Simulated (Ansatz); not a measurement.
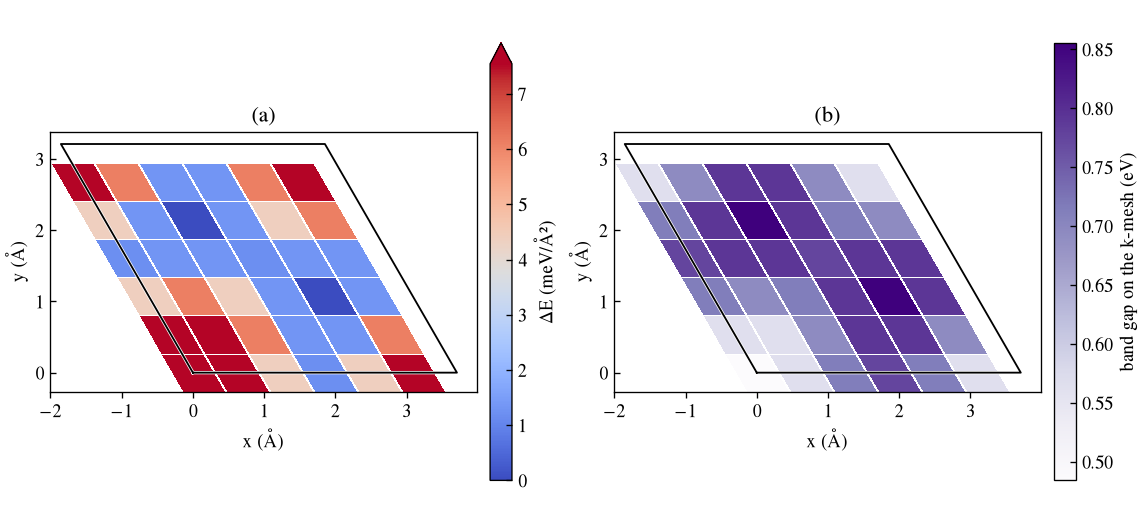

A bilayer of two PtSe₂ sheets (1T type), the upper one turned by 180 degrees about the normal (6 atoms in the cell). 
- The upper layer of a bilayer is slid over the lower one; relaxed at each slide: nothing; the origin of the map has Se4 above Se3; the distance between the facing planes is held at 3.16 Å.
- Places are given modulo a cell vector. The map is drawn in real space over the plane of the slide.
- The scan uses a 6 × 6 grid; 7 points were computed and 29 follow by symmetry.
- Energies are in meV/Å², from the lowest grid point.
- At a held distance the lowest stacking need not be the one that binds best once the distance relaxes.
- All numbers below come from DFT PBE+D3(BJ), scalar-relativistic, plane waves, PAW in Ansatz 0.2.0. Settings: cutoff 420 eV, k-mesh 9×9×1, gaussian smearing 0.05 eV, no spin polarisation.

Panel (a) is the energy and panel (b) the computed band gap on the k-mesh on the same grid.

Drawn: one coloured cell a grid point, the outline of one cell of the plane, one colour for all values above the top of the scale.

**How does the band gap on the k-mesh vary over the map, and what is it at the lowest grid point?**

It runs from 0.48 eV at (0/6, 0/6) of the cell vectors to 0.86 eV at (2/6, 4/6) of the cell vectors. At the lowest grid point, (2/6, 4/6) of the cell vectors, it is 0.86 eV.

```
second ↓, first →   0/6   1/6   2/6   3/6   4/6   5/6
              5/6  0.56  0.69  0.79  0.79  0.69  0.56
              4/6  0.71  0.79  0.86  0.79  0.71  0.69
              3/6  0.78  0.79  0.79  0.78  0.79  0.79
              2/6  0.71  0.69  0.71  0.79  0.86  0.79
              1/6  0.56  0.56  0.69  0.79  0.79  0.69
              0/6  0.48  0.56  0.71  0.78  0.71  0.56
```
